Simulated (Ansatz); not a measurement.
System: AlCu₃, space group Fm-3m (No. 225).

Input file:
```
crystal:
  lattice:
    - [0.0, 2.8658643992, 2.8658643992]
    - [2.8658643992, 0.0, 2.8658643992]
    - [2.8658643992, 2.8658643992, 0.0]
  atoms:
    - { symbol: Al, position: [0.0, 0.0, 0.0] }
    - { symbol: Cu, position: [0.5, 0.5, 0.5] }
    - { symbol: Cu, position: [0.25, 0.25, 0.25] }
    - { symbol: Cu, position: [0.75, 0.75, 0.75] }
basis:
  ecutwfc: 420
kpoints:
  mp_grid: { grid: [12, 12, 12] }
hamiltonian:
  xc: pbesol
scf:
  occupations: { method: fermi_dirac, width: 0.15 }
output:
  eigenvalues: true
phonons:
  method: dfpt
  eigenvectors: true
```

Run as:
```bash
ansatz run input.yaml --threads 1 --pin off --max-ram 3072MiB --backend cpu --events-out ev --progress --plain --runs-dir out
```

Method: harmonic phonon frequencies at the zone centre with atoms at rest in the given cell, without the long-range term of polar modes, the three translations left out, imaginary frequencies are negative; plane waves with PAW datasets, Γ-centred k mesh (Ansatz 0.2.0). Level: PBEsol, no spin polarisation.

- wave cutoff: 420 eV
- k mesh: 12×12×12
- occupations: Fermi–Dirac
- smearing width: 0.15 eV
- pressure: 3 GPa
- phonon method: linear response

Describe the result: the zone-centre optical phonon frequencies (the three acoustic modes are left out).

No frequency is imaginary, so the structure is stable to these displacements (zone-boundary modes weren't tested here). The highest mode lies at 308.9 cm⁻¹. The optical modes lie at 170.0 (×3), 203.3 (×3), 308.9 (×3) cm⁻¹.

```csv
frequency (cm⁻¹)
170.0
170.0
170.0
203.3
203.3
203.3
308.9
308.9
308.9
```

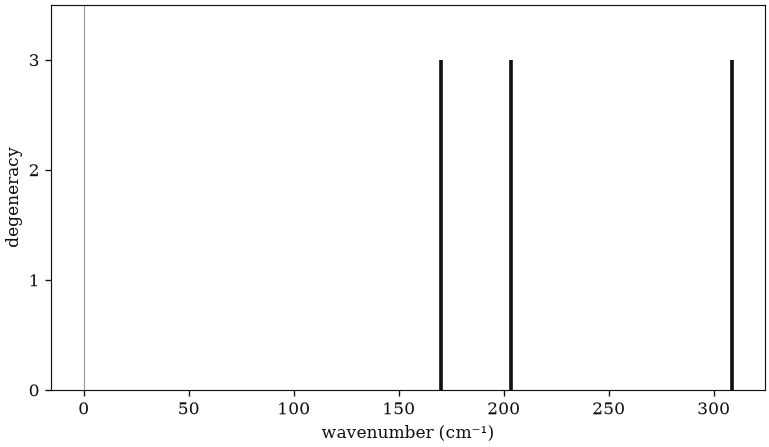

Note: metal sensitive to the k mesh.
